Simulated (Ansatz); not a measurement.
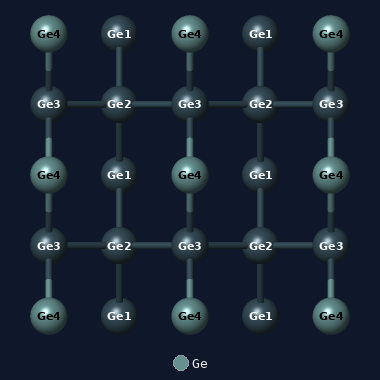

The system is H on a Ge(100) slab cut from the Fd-3m phase, its upper half relaxed before the scan (4 atoms of substrate and one adsorbate in a 1 × 1 cell); the picture shows it without the atoms that are moved over the map. H is moved over the surface cell at a fixed height above a rigid substrate; the origin of the map has the adsorbate above Ge4; the height is held at 2.50 Å. Places are given modulo a cell vector. The map is drawn in real space over the plane of the surface. The grid has 8 × 8 points; 25 points were computed and 39 follow by symmetry. Energies: eV, counted from the lowest grid point. The runs have no spin polarisation, so an open-shell adsorbate far from the surface lies too high. With one adsorbate in each 1 × 1 cell, its nearest image is 4.0 Å away, so neighbouring adsorbates interact. At a fixed height the lowest place need not be the adsorption site. Computed with DFT PBE+D3(BJ), scalar-relativistic, plane waves, PAW in Ansatz. Settings: cutoff 420 eV, k-mesh 7×7×1, gaussian smearing 0.1 eV, no spin polarisation.

Range: position of H5 along the first surface vector from 0.000 to 0.875; position of H5 along the second surface vector from 0.000 to 0.875.

> What landscape does the calculation give?

The lowest grid point is at the top site over a surface Ge atom, (0/8, 0/8) of the cell vectors. It is the only kind of minimum in the scanned range. The highest grid point, a fourfold hollow over a third-layer Ge atom, (4/8, 4/8) of the cell vectors, lies 1.08 eV above the lowest. On the interpolated surface the easiest way out of the lowest well to its copy in the next cell or period passes a barrier of about 0.61 eV. At the lowest point the adsorbate has 1 Ge at 2.50 Å as nearest neighbours, at the highest 4 Ge at 3.79 Å.

```csv
"second ↓, first →",0/8,1/8,2/8,3/8,4/8,5/8,6/8,7/8
7/8,0.11,0.19,0.38,0.58,0.67,0.58,0.38,0.19
6/8,0.41,0.46,0.61,0.76,0.82,0.76,0.61,0.46
5/8,0.73,0.77,0.86,0.96,1.00,0.96,0.86,0.77
4/8,0.89,0.91,0.98,1.05,1.08,1.05,0.98,0.91
3/8,0.73,0.77,0.86,0.96,1.00,0.96,0.86,0.77
2/8,0.41,0.46,0.61,0.76,0.82,0.76,0.61,0.46
1/8,0.11,0.19,0.38,0.58,0.67,0.58,0.38,0.19
0/8,0.00,0.08,0.29,0.51,0.61,0.51,0.29,0.08
```

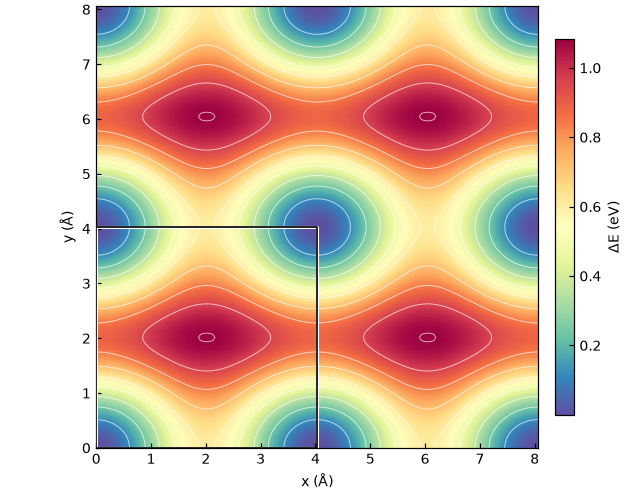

In the figure: a smooth colour map with a few white contour lines, the outline of one cell of the 2 × 2 shown. Between grid points the surface is interpolated.

Each point was launched as `ansatz run input.yaml --threads 1 --pin off --max-ram 3072MiB --backend cpu --events-out ev --progress --plain --runs-dir out`. The whole map (25 points run) took 8.5 min on 1 thread of Arm Neoverse V2, with other jobs on the host.

PAW datasets: the set soft_1.
